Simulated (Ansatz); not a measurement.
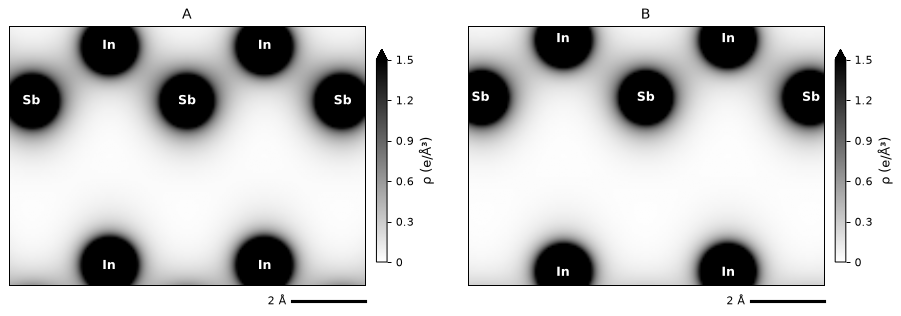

InSb. The valence electron density of two cells that differ in size, on the (011̄) plane of each (indices in the axes of the calculation cell), at one length scale and on one colour scale: B has 32.9 Å³ an atom and A 27.5.

Level of theory: DFT, LDA, PAW with Ansatz's default frozen-core files, scalar-relativistic; relaxation of cell and atoms in Ansatz 0.2.0.

The larger cell:

```
In Sb
1.0
     0.00000    3.20357    3.20357
     3.20357    0.00000    3.20357
     3.20357    3.20357    0.00000
In Sb
1 1
Direct
  0.00000 0.00000 0.00000
  0.75000 0.75000 0.75000
```

The smaller cell: a = 4.267 Å, b = 4.267 Å, c = 4.267 Å, α = 60.00°, β = 60.00°, γ = 60.00°.

> What does the compression do to the bonding and the properties?

From the larger cell to the smaller, In–Sb goes from 2.77 to 2.61 Å, and the density at its midpoint from 0.38 to 0.47 e/Å³; the pressure goes from 1.0 to 15 GPa.
